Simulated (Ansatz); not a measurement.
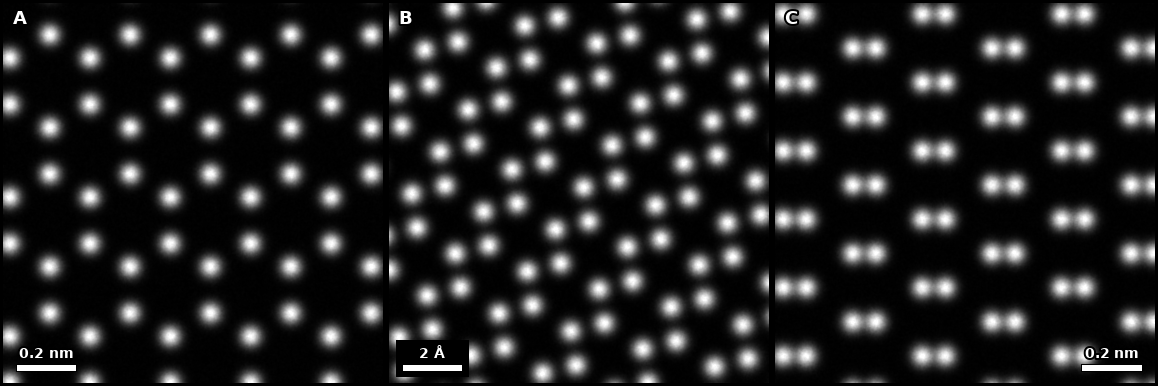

Three views of Ir (P6_3/mmc, No. 194) along different zone axes. Simulation: incoherent imaging, intensity Z^1.7 per atom, probe width 0.56 Å, thin sample. Shot noise was added. Structure: the input geometry of a calculation; the starting structure was generated, so it need not be a known form of this composition.

```yaml
crystal:
  lattice:
    - [2.74870, 0.00000, 0.00000]
    - [-1.37435, 2.38044, 0.00000]
    - [0.00000, 0.00000, 4.46013]
  atoms:
    - { symbol: Ir, position: [0.33333, 0.66667, 0.75000] }
    - { symbol: Ir, position: [0.66667, 0.33333, 0.25000] }
```

> Match the panels to the zone axes [001], [101] and [201].

A is [001]: projected cell 2.75 × 2.75 Å, 120°, plane group p6mm. B is [201]: projected cell 1.73 × 2.53 Å, 110°, plane group c2mm. C is [101]: projected cell 2.34 × 2.65 Å, 116°, plane group c2mm.
